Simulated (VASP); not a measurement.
**Run report: InP, geometry relaxation**

System: InP (F-43m, 2 atoms in the cell).
Method: Kohn-Sham DFT of a periodic cell, PBE with D3(BJ), VASP PAW PBE potentials, recommended, no spin polarisation (VASP 6.6.1).

The structure derives from an entry of the Crystallography Open Database.

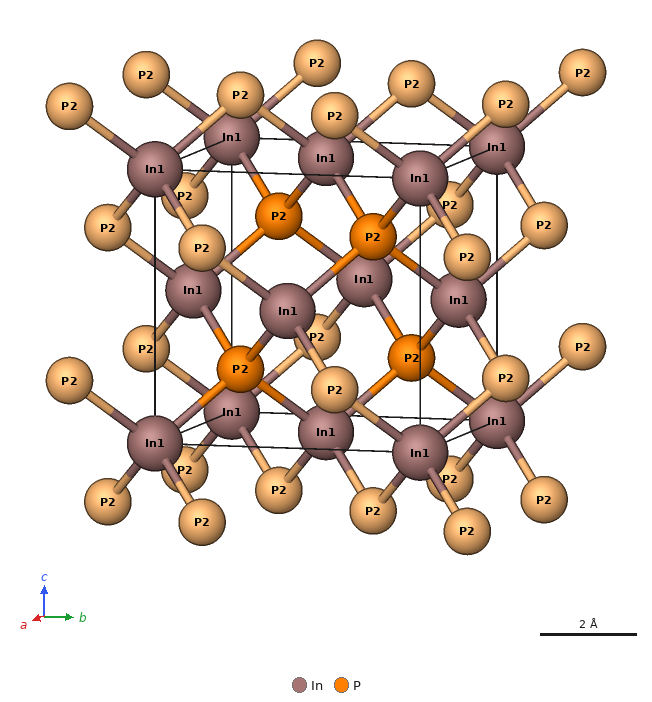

*The input geometry (ball-and-stick view of the cell 4 times as large as that of the calculation, set on its symmetry axes, seen slightly off an axis; neighbours outside the cell are drawn fainter; atoms are numbered from 1 in the order of the input).*

Near neighbours in the crystal (not all of them lie inside the picture): In has 4 P at 2.50 Å; P has 4 In at 2.50 Å.

**Results in brief**

| quantity | value |
| --- | --- |
| outcome | converged |
| space group (tolerance 0.01 Å) | F-43m (216) |
| electrons treated | 18 |
| free energy | −8.9688 eV |
| dispersion energy | −0.6598 eV |
| Fermi energy | 5.832 eV |
| gap on the k-point mesh | 0.96 eV |
| pressure | 4.65 GPa |
| final volume | 48.09 Å³ |
| largest force (length of the vector) | under 0.001 eV/Å |
| hardware | 1 thread of Intel Xeon @ 2.50GHz (Skylake/Cascade Lake), 64 GiB of memory available, shared host |
| wall time | 28 s |
| peak memory | 0.22 GiB |

**INCAR**
```
SYSTEM = InP
  PREC = Accurate
  ENCUT = 600
  EDIFF = 1E-7
  ISMEAR = 0
  SIGMA = 0.03
  LREAL = .False.
  LASPH = .True.
  NELM = 80
  ALGO = Fast
  ISIF = 2
  LWAVE = .False.
  LCHARG = .False.
  GGA = PE
  IVDW = 12
  IBRION = 2
  NSW = 40
  EDIFFG = -0.01
```

**KPOINTS**
```
regular mesh
0
Gamma
  8 8 8
  0 0 0
```

**POSCAR**
```
InP                                     
1.0
    0.0000000000      2.8862321443      2.8862321443
    2.8862321443      0.0000000000      2.8862321443
    2.8862321443      2.8862321443      0.0000000000
  In              P             
     1     1
Direct
     0.0000000000000000    0.0000000000000000    0.0000000000000000
     0.2500000000000000    0.2500000000000000    0.2500000000000000
```

Launched with:
```bash
cat potpaw_PBE.64/In_d/POTCAR potpaw_PBE.64/P/POTCAR > POTCAR
mpirun -np 1 vasp_std > vasp.out
```

**OSZICAR**
```
N       E                     dE             d eps       ncg     rms          rms(c)
DAV:   1     0.114956134475E+03    0.11496E+03   -0.93241E+03   764   0.171E+03
DAV:   2    -0.297806815170E+00   -0.11525E+03   -0.11155E+03   769   0.343E+02
DAV:   3    -0.852528928849E+01   -0.82275E+01   -0.81720E+01  1002   0.933E+01
DAV:   4    -0.874388742283E+01   -0.21860E+00   -0.21844E+00   907   0.163E+01
DAV:   5    -0.875306570705E+01   -0.91783E-02   -0.91779E-02  1102   0.302E+00    0.611E+00
RMM:   6    -0.833886990435E+01    0.41420E+00   -0.58327E-01   767   0.757E+00    0.347E+00
RMM:   7    -0.830975215712E+01    0.29118E-01   -0.39849E-01   761   0.365E+00    0.139E+00
RMM:   8    -0.830693125868E+01    0.28209E-02   -0.37223E-02   812   0.318E+00    0.335E-01
RMM:   9    -0.830864459263E+01   -0.17133E-02   -0.18664E-02   917   0.129E+00    0.173E-01
RMM:  10    -0.830888425646E+01   -0.23966E-03   -0.29460E-03   912   0.560E-01    0.166E-01
RMM:  11    -0.830895425407E+01   -0.69998E-04   -0.41693E-04   880   0.216E-01    0.463E-02
RMM:  12    -0.830901333671E+01   -0.59083E-04   -0.15040E-04   839   0.125E-01    0.452E-02
RMM:  13    -0.830900335610E+01    0.99806E-05   -0.46033E-05   896   0.659E-02    0.256E-02
RMM:  14    -0.830900445080E+01   -0.10947E-05   -0.18748E-05   996   0.331E-02    0.170E-02
RMM:  15    -0.830900443460E+01    0.16201E-07   -0.38981E-06   870   0.220E-02    0.969E-03
RMM:  16    -0.830900456163E+01   -0.12703E-06   -0.12143E-06   858   0.139E-02    0.178E-03
RMM:  17    -0.830900463949E+01   -0.77860E-07   -0.47727E-07   635   0.623E-03
   1 F= -.89687658E+01 E0= -.89687658E+01  d E =-.896877E+01
```

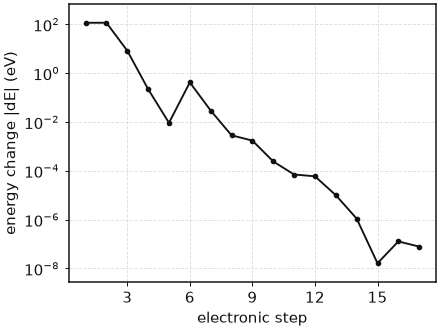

*Convergence of the self-consistent field: energy change |dE| against the electronic step.*

It takes 17 electronic steps. The density is held fixed in the first few steps, and dE rises again when its update begins.

**Parts of OUTCAR**
```
SYSTEM = InP
   PREC = Accurate
   ENCUT = 600
   EDIFF = 1E-7
   ISMEAR = 0
   LREAL = .False.
   LASPH = .True.
   NELM = 80
   ISIF = 2
   GGA = PE
   IVDW = 12
   IBRION = 2
   NSW = 40
   EDIFFG = -0.01
 IVDW          = 12
 VDW_S6        =  1.00000000  s6, scaling of the dipole-dipole dispersion
 VDW_S8        =  0.78750002  s8, scaling of the dipole-quadrupole dispersion
 VDW_A1        =  0.42890000  a1, scaling of the critical radii
 VDW_A2        =  4.44070005  a2, offset of the critical radii
 VDW_RADIUS    = 50.20216178  two-body interaction cutoff (in Angstroms)
 VDW_CNRADIUS  = 21.16708996  CN, coordination number cutoff (in Angstroms)

 ion  position               nearest neighbor table
   1  0.000  0.000  0.000-   2 2.50   2 2.50   2 2.50   2 2.50
   2  0.250  0.250  0.250-   1 2.50   1 2.50   1 2.50   1 2.50

  LATTYP: Found a face centered cubic cell.
 ALAT       =     5.7724642886

  Lattice vectors:

 A1 = (   0.0000000000,   2.8862321443,   2.8862321443)
 A2 = (   2.8862321443,   0.0000000000,   2.8862321443)
 A3 = (   2.8862321443,   2.8862321443,   0.0000000000)

Analysis of symmetry for initial positions (statically):
=====================================================================
 Subroutine PRICEL returns:
 Original cell was already a primitive cell.

 Routine SETGRP: Setting up the symmetry group for a
 face centered cubic supercell.

 Subroutine GETGRP returns: Found 24 space group operations
 (whereof 24 operations were pure point group operations)
 out of a pool of 48 trial point group operations.

The static configuration has the point symmetry T_d .

Analysis of symmetry for dynamics (positions and initial velocities):
=====================================================================
 Subroutine PRICEL returns:
 Original cell was already a primitive cell.

 Routine SETGRP: Setting up the symmetry group for a
 face centered cubic supercell.

 Subroutine GETGRP returns: Found 24 space group operations
 (whereof 24 operations were pure point group operations)
 out of a pool of 48 trial point group operations.

The dynamic configuration has the point symmetry T_d .

 Subroutine INISYM returns: Found 24 space group operations
 (whereof 24 operations are pure point group operations),
 and found     1 'primitive' translations

----------------------------------------------------------------------------------------

                                     Primitive cell

  volume of cell :      48.0866

  direct lattice vectors                    reciprocal lattice vectors
     0.000000000  2.886232144  2.886232144    -0.173236238  0.173236238  0.173236238
     2.886232144  0.000000000  2.886232144     0.173236238 -0.173236238  0.173236238
     2.886232144  2.886232144  0.000000000     0.173236238  0.173236238 -0.173236238

  length of vectors
     4.081748643  4.081748643  4.081748643     0.300053967  0.300053967  0.300053967

  position of ions in fractional coordinates (direct lattice)
     0.000000000  0.000000000  0.000000000
     0.250000000  0.250000000  0.250000000

  ion indices of the primitive-cell ions
   primitive index   ion index
                 1           1
                 2           2

----------------------------------------------------------------------------------------

 KPOINTS: regular mesh

Automatic generation of k-mesh.
 Grid dimensions read from file:
 generate k-points for:    8    8    8

 Generating k-lattice:

  Cartesian coordinates                     Fractional coordinates (reciprocal lattice)
    -0.021654530  0.021654530  0.021654530     0.125000000  0.000000000  0.000000000
     0.021654530 -0.021654530  0.021654530     0.000000000  0.125000000  0.000000000
     0.021654530  0.021654530 -0.021654530     0.000000000  0.000000000  0.125000000

  Length of vectors
     0.037506746  0.037506746  0.037506746

  Shift w.r.t. Gamma in fractional coordinates (k-lattice)
     0.000000000  0.000000000  0.000000000

 Subroutine IBZKPT returns following result:
 ===========================================

 Found     29 irreducible k-points:

 Following reciprocal coordinates:
            Coordinates               Weight
  0.000000  0.000000  0.000000      1.000000
  0.125000  0.000000  0.000000      8.000000
  0.250000  0.000000  0.000000      8.000000
  0.375000  0.000000  0.000000      8.000000
  0.500000  0.000000  0.000000      4.000000
  0.125000  0.125000  0.000000      6.000000
  0.250000  0.125000  0.000000     24.000000
  0.375000  0.125000  0.000000     24.000000
  0.500000  0.125000  0.000000     24.000000
 -0.375000  0.125000  0.000000     24.000000
 -0.250000  0.125000  0.000000     24.000000
 -0.125000  0.125000  0.000000     12.000000
  0.250000  0.250000  0.000000      6.000000
  0.375000  0.250000  0.000000     24.000000
  0.500000  0.250000  0.000000     24.000000
 -0.375000  0.250000  0.000000     24.000000
 -0.250000  0.250000  0.000000     12.000000
  0.375000  0.375000  0.000000      6.000000
  0.500000  0.375000  0.000000     24.000000
 -0.375000  0.375000  0.000000     12.000000
  0.500000  0.500000  0.000000      3.000000
  0.375000  0.250000  0.125000     24.000000
  0.500000  0.250000  0.125000     48.000000
 -0.375000  0.250000  0.125000     24.000000
 [... further k-points ...]
   k-points           NKPTS =     29   k-points in BZ     NKDIM =     29   number of bands    NBANDS=     13
   number of dos      NEDOS =    301   number of ions     NIONS =      2
   total plane-waves  NPLWV =  46656
   dimension x,y,z NGX =    36 NGY =   36 NGZ =   36
   dimension x,y,z NGXF=    72 NGYF=   72 NGZF=   72
   ions per type =               1   1
   NGX,Y,Z   is equivalent  to a cutoff of  14.66, 14.66, 14.66 a.u.
   NGXF,Y,Z  is equivalent  to a cutoff of  29.32, 29.32, 29.32 a.u.
 SYSTEM =  InP
   PREC   = accura    normal or accurate (medium, high low for compatibility)
   ISTART =      0    job   : 0-new  1-cont  2-samecut
   ICHARG =      2    charge: 1-file 2-atom 10-const
   ISPIN  =      1    spin polarized calculation?
   LNONCOLLINEAR =      F non collinear calculations
   LSORBIT =      F    spin-orbit coupling
   LASPH  =      T    aspherical Exc in radial PAW
   ENCUT  =  600.0 eV  44.10 Ry    6.64 a.u.   8.15  8.15  8.15*2*pi/ulx,y,z
   NELM   =     80;   NELMIN=  2; NELMDL= -5     # of ELM steps
   EDIFF  = 0.1E-06   stopping-criterion for ELM
   LREAL  =      F    real-space projection
   EDIFFG = -.1E-01   stopping-criterion for IOM
   NSW    =     40    number of steps for IOM
   IBRION =      2    ionic relax: 0-MD 1-quasi-New 2-CG
   NFREE  =      1    steps in history (QN), initial steepest desc. (CG)
   ISIF   =      2    stress and relaxation
   ISYM   =      2    0-nonsym 1-usesym 2-fastsym
   POTIM  = 0.5000    time-step for ionic-motion
   TEBEG  =    0.0;   TEEND  =   0.0 temperature during run
   PSTRESS=    0.0 pullay stress
   NELECT =      18.0000    total number of electrons
   NUPDOWN=      -1.0000    fix difference up-down
   EMIN   =  10.00;   EMAX   =-10.00  energy-range for DOS
   EFERMI =   0.00;   METHOD = LEGACY
   ISMEAR =     0;   SIGMA  =   0.03  broadening in eV -4-tet -1-fermi 0-gaus
   EFERMI_NEDOS =   21; number of points for ismear=-14 and -15
   IALGO  =     68    algorithm
   IMIX   =      4    mixing-type and parameters
     AMIX     =   0.40;   BMIX     =  1.00
     AMIX_MAG =   1.60;   BMIX_MAG =  1.00
  volume/ion in A,a.u.               =      24.04       162.25
  Fermi-wavevector in a.u.,A,eV,Ry     =   1.179844  2.229581 18.939728  1.392031
  Thomas-Fermi vector in A             =   2.316147
   LORBIT       =      0    0 simple, 1 ext, 2 COOP (PROOUT), +10 PAW based schemes
   GGA     = PE    functional components
   LHFCALC =     F    Hartree Fock is set to
   AEXX    =    0.0000 exact exchange contribution
   IVDW    =    12    specifies the selected vdW correction
   LEPSILON=     F    determine dielectric tensor
   LRPA    =     F    only Hartree local field effects (RPA)
 conjugate gradient relaxation of ions
 non-spin polarized calculation
 RMM-DIIS sequential band-by-band and
 Gauss-broadening in eV      SIGMA  =   0.03
  energy-cutoff  :      600.00
  volume of cell :       48.09
 maximum number of plane-waves:      1639
 NGX is ok and might be reduce to    36
   NGX = 17   NGY = 17   NGZ = 17

 number of electron      18.0000003 magnetization

 Free energy of the ion-electron system (eV)
  ---------------------------------------------------
  ext. energy  EPLUGINS =         0.00000000
  ---------------------------------------------------
  free energy    TOTEN  =        -8.30900464 eV

  energy without entropy =       -8.30900464  energy(sigma->0) =       -8.30900464

 E-fermi :   5.8324     XC(G=0):  -9.4868     alpha+bet :-11.6209

 val. band max:        5.7032223463   @ k =   0.0000   0.0000   0.0000
 cond. band min:       6.6634409470   @ k =   0.0000   0.0000   0.0000
 fundamental gap:      0.9602186007
 Fermi energy:         5.8323643566

 k-point     1 :       0.0000    0.0000    0.0000
  band No.  band energies     occupation
      1      -8.5837      2.00000
      2      -8.5837      2.00000
      3      -8.5837      2.00000
      4      -8.4072      2.00000
      5      -8.4072      2.00000
      6      -6.1378      2.00000
      7       5.7032      2.00000
      8       5.7032      2.00000
      9       5.7032      2.00000
     10       6.6634      0.00000
     11       9.7893      0.00000
     12       9.7893      0.00000
     13       9.7893      0.00000

 k-point     2 :       0.1250    0.0000    0.0000
  band No.  band energies     occupation
      1      -8.6071      2.00000
      2      -8.5750      2.00000
      3      -8.5750      2.00000
      4      -8.4072      2.00000
      5      -8.4072      2.00000
      6      -5.9454      2.00000
      7       4.1666      2.00000
      8       5.5020      2.00000
      9       5.5020      2.00000
     10       7.5415      0.00000
     11       9.9846      0.00000
     12      10.0834      0.00000
     13      10.0834      0.00000

 k-point     3 :       0.2500    0.0000    0.0000
  band No.  band energies     occupation
      1      -8.6596      2.00000
      2      -8.5565      2.00000
      3      -8.5565      2.00000
      4      -8.4042      2.00000
      5      -8.4042      2.00000
      6      -5.4077      2.00000
      7       2.1700      2.00000
      8       5.1040      2.00000
      9       5.1040      2.00000
     10       7.6289      0.00000
     11      10.5211      0.00000
     12      10.5211      0.00000
     13      11.1532      0.00000

 k-point     4 :       0.3750    0.0000    0.0000
  band No.  band energies     occupation
      1      -8.7077      2.00000
      2      -8.5427      2.00000
      3      -8.5427      2.00000
      4      -8.3963      2.00000
      5      -8.3963      2.00000
      6      -4.6805      2.00000
      7       0.4798      2.00000
      8       4.7816      2.00000
      9       4.7816      2.00000
     10       7.4071      0.00000
     11      10.5717      0.00000
     12      10.5717      0.00000
     13      12.4989      0.00000

 k-point     5 :       0.5000    0.0000    0.0000
  band No.  band energies     occupation
      1      -8.7267      2.00000
      2      -8.5385      2.00000
      3      -8.5385      2.00000
      4      -8.3913      2.00000
      5      -8.3913      2.00000
      6      -4.2559      2.00000
      7      -0.2780      2.00000
      8       4.6627      2.00000
      9       4.6627      2.00000
     10       7.3130      0.00000
     11      10.5143      0.00000
     12      10.5143      0.00000
     13      12.8891      0.00000

 [... the levels of 18 k-points are left out ...]

 k-point    24 :      -0.3750    0.2500    0.1250
  band No.  band energies     occupation
      1      -8.7415      2.00000
      2      -8.5272      2.00000
      3      -8.5038      2.00000
      4      -8.4141      2.00000
      5      -8.3921      2.00000
      6      -3.9126      2.00000
      7      -0.0561      2.00000
      8       2.8523      2.00000
      9       3.9534      2.00000
     10       9.0084      0.00000
     11       9.8527      0.00000
     12      11.6790      0.00000
     13      13.0720      0.00000

 [... further k-points ...]

------------------------ aborting loop because EDIFF is reached ----------------------------------------

 Edisp (eV)   -0.65976

 E8    (eV) :    -0.2937

  FORCE on cell =-STRESS in cart. coord.  units (eV):
  Direction    XX          YY          ZZ          XY          YZ          ZX
  --------------------------------------------------------------------------------------
  -------------------------------------------------------------------------------------
  Total       1.39437     1.39437     1.39437     0.00000    -0.00000     0.00000
  in kB      46.45835    46.45835    46.45835     0.00000    -0.00000     0.00000
  external pressure =       46.46 kB  Pullay stress =        0.00 kB

 VOLUME and BASIS-vectors are now :
 -----------------------------------------------------------------------------
  energy-cutoff  :      600.00
  volume of cell :       48.09
      direct lattice vectors                 reciprocal lattice vectors
     0.000000000  2.886232144  2.886232144    -0.173236238  0.173236238  0.173236238
     2.886232144  0.000000000  2.886232144     0.173236238 -0.173236238  0.173236238
     2.886232144  2.886232144  0.000000000     0.173236238  0.173236238 -0.173236238

 POSITION                                       TOTAL-FORCE (eV/Angst)
 -----------------------------------------------------------------------------------
      0.00000      0.00000      0.00000         0.000000      0.000000      0.000000
      1.44312      1.44312      1.44312        -0.000000     -0.000000     -0.000000
 -----------------------------------------------------------------------------------
    total drift:                               -0.000000     -0.000000     -0.000000

  FREE ENERGIE OF THE ION-ELECTRON SYSTEM (eV)
  ---------------------------------------------------
  free  energy   TOTEN  =        -8.9687658073 eV

  energy  without entropy=       -8.9687658073  energy(sigma->0) =       -8.96876581

 reached required accuracy - stopping structural energy minimisation
```

**CONTCAR**
```
InP
   1.00000000000000
     0.0000000000000000    2.8862321443000001    2.8862321443000001
     2.8862321443000001    0.0000000000000000    2.8862321443000001
     2.8862321443000001    2.8862321443000001    0.0000000000000000
  In              P
     1     1
Direct
     0.0000000000000000    0.0000000000000000    0.0000000000000000
     0.2500000000000000    0.2500000000000000    0.2500000000000000

  0.00000000E+00  0.00000000E+00  0.00000000E+00
  0.00000000E+00  0.00000000E+00  0.00000000E+00
```
